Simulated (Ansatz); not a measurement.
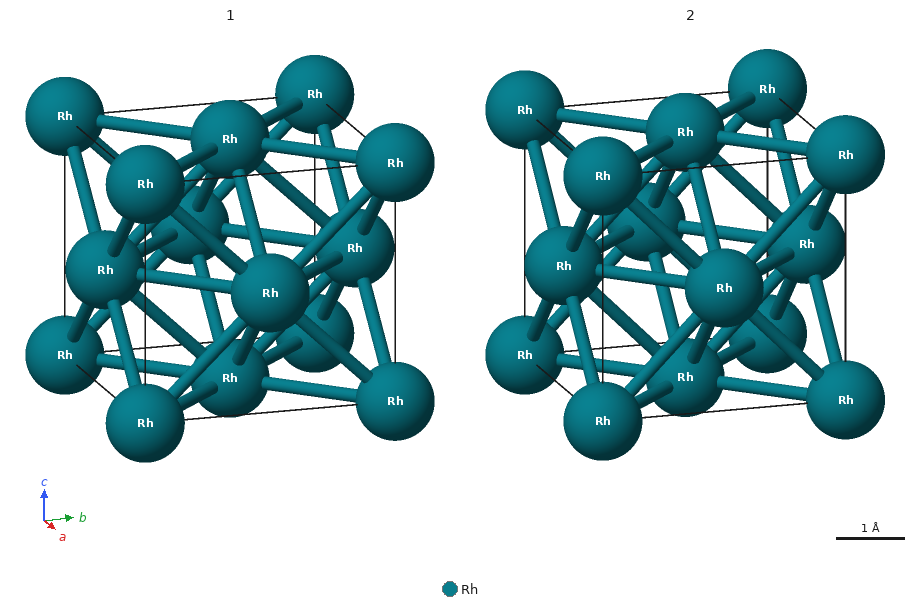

Two geometries of crystalline Rh (set up in Fm-3m): one is the relaxed structure, the other was perturbed away from it. Style: ball-and-stick. Shown: the conventional cell (2 times the calculation's cell), slightly off an axis. Lengths and directions refer to the drawn axes.

Level of theory: DFT r2SCAN, scalar-relativistic, plane waves, PAW in Ansatz 0.2.0. Set-up: plane-wave cutoff 500 eV; k-point mesh 20 × 20 × 14; occupations gaussian; smearing width 0.1 eV; no spin polarisation.

**Which one is perturbed?**

Structure 1 is the perturbed one. Biaxial strain in the a–b plane, +3.0 %, is applied. The c axis and the atoms are relaxed. Energy change: +33.4 meV per atom. The pressure goes from 0.0 to −8.0 GPa. The principal stresses (compression positive) are 0.0 GPa along c and −11.9 GPa across it. Cell: a = b 3.800 → 3.914 Å (+3.0 %), c 3.800 → 3.700 Å (−2.6 %). Volume +3.3 %. No atom moves by more than 0.005 Å relative to the cell. Among the bonded contacts that change: Rh–Rh 2.687 → 2.693 to 2.768 Å. The space group (tolerance 0.01 Å) goes from Fm-3m (No. 225) to I4/mmm (No. 139).
